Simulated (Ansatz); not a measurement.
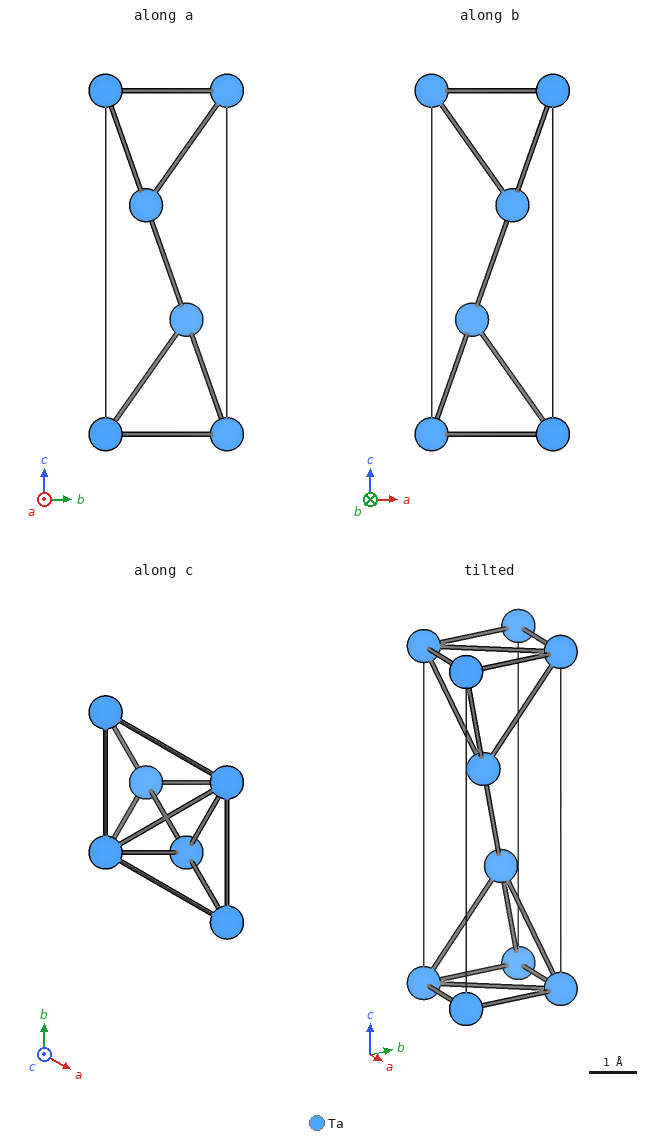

Ball-and-stick drawing of the structure, looking along the a axis, along the b axis, along the c axis and slightly off an axis. One unit cell is framed, with atoms on its boundary repeated.

Lattice parameters: a = 2.985 Å, b = 2.985 Å, c = 7.319 Å, α = 90.00°, β = 90.00°, γ = 120.00°. Put a along x and b in the xy plane.

Put the structure into a POSCAR file.

Answer.
```
Ta
1.0
     2.985    0.000    0.000
    -1.492    2.585    0.000
     0.000    0.000    7.319
Ta
3
Direct
  0.0000 0.0000 0.0000
  0.3333 0.6667 0.3333
  0.6667 0.3333 0.6667
```

Its origin is a structure type filled with this element by a generator (whether the element takes this form wasn't checked). Earlier steps of the study may have refined or changed the cell and positions. It was run through Ansatz as a DFT input.
